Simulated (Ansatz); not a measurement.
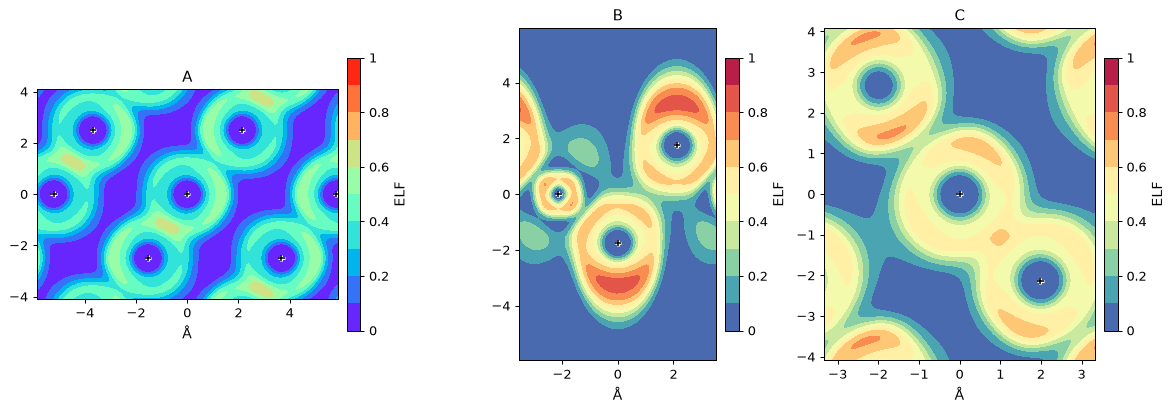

The ELF of 3 systems, each on a plane through atoms (crosses mark nuclei in the plane).

Level of theory: DFT PBE+D3(BJ), scalar-relativistic, plane waves, PAW (Ansatz).

System 1: Te, the (110) plane of the conventional cell. Space group P3₁21.

```cif
data_structure
_symmetry_space_group_name_H-M 'P 1'
_symmetry_Int_Tables_number 1
_cell_length_a 4.3196
_cell_length_b 4.3196
_cell_length_c 5.9664
_cell_angle_alpha 90.000
_cell_angle_beta 90.000
_cell_angle_gamma 120.000
_cell_volume 96.41
loop_
_atom_site_label
_atom_site_type_symbol
_atom_site_fract_x
_atom_site_fract_y
_atom_site_fract_z
_atom_site_occupancy
Te1 Te 0.28446 0.00000 0.33333 1
Te2 Te 0.00000 0.28446 0.66667 1
Te3 Te 0.71554 0.71554 0.00000 1
```

System 2: Sb, the (110) plane of the conventional cell. Space group R-3m.

System 3: TiTe₂ (slab), the (110) plane of the calculation cell, a cut from vacuum to vacuum. Computed without spin polarisation.

```xyz
3
Lattice="3.6787 0.0000 0.0000 -1.8393 3.1858 0.0000 0.0000 0.0000 32.9237" Properties=species:S:1:pos:R:3 pbc="T T T"
Te    0.0000    2.1239   14.6994
Ti    0.0000    0.0000   16.4618
Te    1.8394    1.0619   18.2242
```

> Match each panel to its system.

Panel A is system 2, Sb: the plane holds Sb. Sb–Sb (2.93 Å): the ELF peaks at about 0.65 between the atoms. Panel B is system 3, TiTe₂: the plane holds Te and Ti. Ti–Te (2.76 Å): the ELF peaks at about 0.65 in the valence shell of Te, 1.3 Å from its nucleus, and is about 0.60 at the midpoint. Panel C is system 1, Te: the plane holds Te. Te–Te (2.91 Å): the ELF peaks at about 0.60 between the atoms.
